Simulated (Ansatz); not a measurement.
# Calculations on H19NO8

## 1. Relaxation

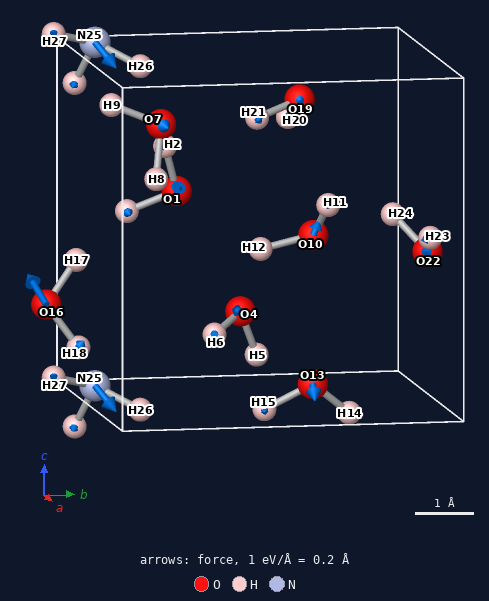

Starting geometry of an amorphous cell of composition H19NO8 with the computed forces as blue arrows. A ball-and-stick model of the cell of the calculation, seen slightly off an axis.

The cell holds 8 H2O + 1 NH3. The run prepares the start of a later molecular dynamics calculation, from a guessed geometry.

Theory: DFT PBE-D3(BJ), scalar-relativistic, plane waves, PAW in Ansatz 0.2.0. Settings: plane-wave cutoff 420 eV; k-point mesh 1 × 1 × 1; occupations fermi dirac; smearing width 0.05 eV; no spin polarisation; atoms relaxed in a fixed cell; force threshold 0.3 eV/Å; at most 15 steps.

Q: What follows when this structure is relaxed?

A: It isn't relaxed: the largest force vector, on an O atom, is 4.23 eV/Å. The final displacements follow the starting forces only in part (cosine between the two patterns 0.34). The atom that moves furthest is an H atom (1.49 Å along [1 2 −1]). Largest moves by element: H 1.49 Å, O 1.47 Å, N 0.68 Å. The cell doesn't change. Near-neighbour distances that change, for instance: H–O 0.969 → 1.029 Å, H–O 0.969 → 0.993 Å, H–N 1.017 → 1.028 Å. Bond angles that change, for instance: H–O–H 104.0° → 97.2°, H–O–H 104.0° → 107.6°, H–O–H 104.0° → 106.5°. Over 12 geometry steps the energy falls by 275 meV per atom. Largest force component: 3.4 eV/Å at the start, 0.2 eV/Å at the end.

Limits of the set-up: the program's low-accuracy preset was used; the periodic images lie only 6.1 Å apart, so the values are limited by the cell's size.

## 2. Dynamics

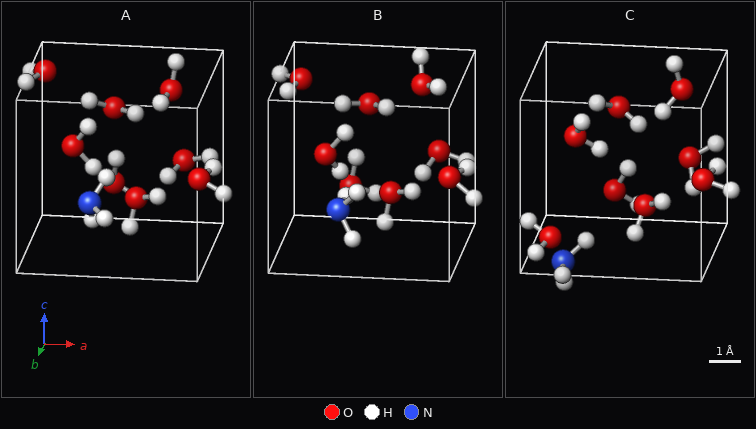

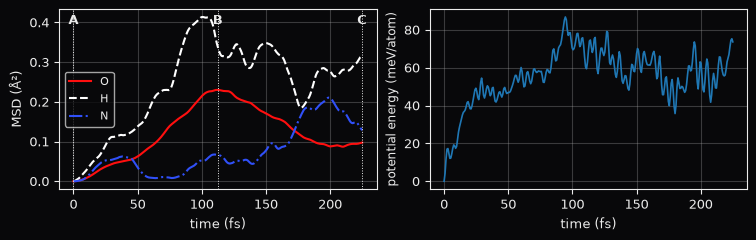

A Born-Oppenheimer molecular dynamics run of a periodic cell with 8 H2O + 1 NH3 at 1.199 g/cm³, 225 fs long. Frames (A at 0 fs, B at 112 fs, C at 225 fs) and the history of the run. The picture is a ball-and-stick view of the simulation cell, seen from a free direction. Atoms that leave the cell re-enter on the other side.

The calculation used DFT PBE-D3(BJ), scalar-relativistic, plane waves, PAW (Ansatz 0.2.0). Set-up: plane-wave cutoff 420 eV; k-point mesh 1 × 1 × 1; Fermi-Dirac smearing 0.05 eV; low-accuracy preset; Langevin thermostat (NVT); set temperature 500 K; time step 0.75 fs; friction 0.02 per fs.

Question: Describe the run.

Answer: In the second half of the run the atoms are, in the root-mean-square, this far from where they began (common drift taken out): H 0.54 Å, O 0.38 Å, N 0.34 Å. The heavy atoms stay within a fraction of a molecule's size of their starting places; so short a run doesn't tell a liquid from a solid. The mean temperature in the second half is 466 K (standard deviation 58 K). The potential energy in the second half lies on average 59.3 meV per atom above the first frame.

Limits of the set-up: the program's low-accuracy preset was used; the periodic images lie only 6.1 Å apart, so the values are limited by the cell's size.

Cost: 7.3 min on 1 thread of Arm Neoverse V1, on a shared host, peak memory 0.31 GiB.

## 3. Dynamics

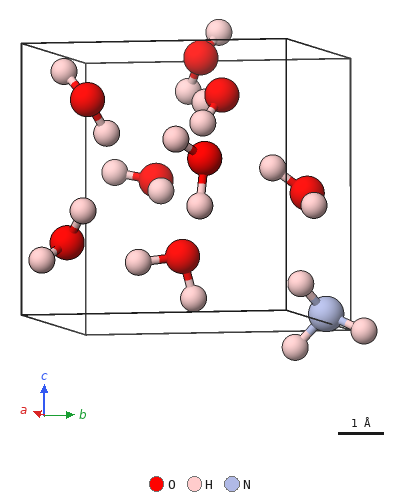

Starting frame of a dynamics run of a periodic cell with 8 H2O + 1 NH3 at 1.199 g/cm³. It starts from the last geometry of an earlier run, with fresh velocities. The picture is a ball-and-stick view of the simulation cell, seen from a free direction.

Computed with DFT PBE-D3(BJ), scalar-relativistic, plane waves, PAW in Ansatz 0.2.0.

The input:
```yaml
accuracy: low
crystal:
  lattice:
    - [6.065939, 0.0, 0.0]
    - [0.0, 6.065939, 0.0]
    - [0.0, 0.0, 6.065939]
  atoms:
    - { symbol: O, position: [0.22297455, 0.31659561, 0.54297065] }
    - { symbol: H, position: [0.23695184, 0.16420217, 0.57358063] }
    - { symbol: H, position: [0.36468158, 0.3691225, 0.4930901] }
    - { symbol: O, position: [0.63628148, 0.51683016, 0.22881787] }
    - { symbol: H, position: [0.58591486, 0.5462536, 0.07768525] }
    - { symbol: H, position: [0.71026899, 0.3678674, 0.20462068] }
    - { symbol: O, position: [0.79455021, 0.19638307, 0.80014445] }
    - { symbol: H, position: [0.69566921, 0.24467713, 0.68281681] }
    - { symbol: H, position: [0.73827853, 0.09387294, 0.90963525] }
    - { symbol: O, position: [0.9054385, 0.66602114, 0.567142] }
    - { symbol: H, position: [1.03819804, 0.58924888, 0.62975193] }
    - { symbol: H, position: [0.92266101, 0.65172131, 0.39158695] }
    - { symbol: O, position: [1.10490528, 0.45700557, 0.00018782] }
    - { symbol: H, position: [0.9900181, 0.49703537, 0.10155758] }
    - { symbol: H, position: [1.01450961, 0.38766427, -0.11538874] }
    - { symbol: O, position: [-0.09634928, 0.14598611, 0.26641186] }
    - { symbol: H, position: [-0.00554351, 0.22811921, 0.37561021] }
    - { symbol: H, position: [0.05166357, 0.08634689, 0.19235587] }
    - { symbol: O, position: [0.50850915, 0.63460266, 0.8303623] }
    - { symbol: H, position: [0.37416035, 0.5378628, 0.81590874] }
    - { symbol: H, position: [0.60961676, 0.58698332, 0.72077759] }
    - { symbol: O, position: [0.53205568, 0.96257443, 0.46127596] }
    - { symbol: H, position: [0.67275767, 1.02225692, 0.40521122] }
    - { symbol: H, position: [0.58989446, 0.84593863, 0.55253782] }
    - { symbol: "N", position: [0.24811096, -0.03476745, 1.03764952] }
    - { symbol: H, position: [0.27537312, 0.11467368, 0.97027859] }
    - { symbol: H, position: [0.36520908, -0.10235768, 1.14171084] }
    - { symbol: H, position: [0.22691275, -0.15701596, 0.91836247] }
basis:
  ecutwfc: 420.0
kpoints:
  mp_grid: { grid: [1, 1, 1] }
hamiltonian:
  xc: pbe
  dispersion: d3bj
scf:
  occupations: { method: fermi_dirac, width: 0.05 }
  lower_state_search: "off"
md:
  timestep: 0.75
  n_steps: 400
  ensemble: nvt_langevin
  temperature: 500.0
  initial_velocities: maxwell_boltzmann
  seed: 979676
  friction: 0.005
```

Launched with:
```bash
ansatz run input.yaml --threads 1 --pin off --max-ram 3072MiB --backend cpu --events-out ev --progress --plain --runs-dir out
```

What does the trajectory do?

Answer. The mean temperature in the second half is 540 K (standard deviation 68 K). The potential energy in the second half lies on average 9.0 meV per atom below the first frame. Root-mean-square distances from the starting positions over the second half, with the common drift of all atoms taken out: H 1.03 Å, O 0.75 Å, N 0.48 Å. The heavy atoms stay within a fraction of a molecule's size of their starting places; so short a run doesn't tell a liquid from a solid.

Along the run (each row but the first and the last is the mean over the interval that it begins):

```
time (fs)  potential energy (meV/atom)  T (K)
      0.0                          0.0    482
     30.0                          4.0    517
     60.0                         -3.9    560
     90.0                         -5.3    611
    120.0                         -4.6    526
    150.0                         -6.3    507
    180.0                         -6.8    537
    210.0                        -11.1    608
    240.0                         -8.1    518
    270.0                        -12.8    531
    300.0                         -7.0    504
```

The paths of the atoms:

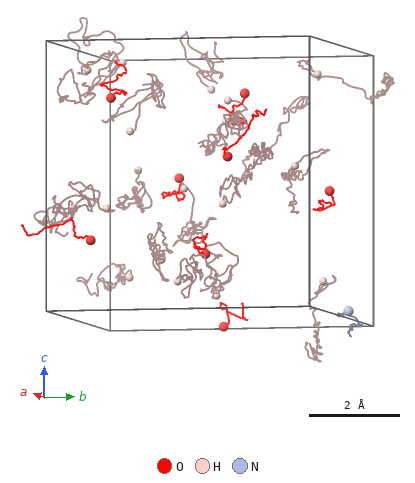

Limits of the set-up: the program's low-accuracy preset was used; the periodic images lie only 6.1 Å apart, so the values are limited by the cell's size.

Cost: 9.6 min on 1 thread of Arm Neoverse V1, on a shared host, peak memory 0.31 GiB.
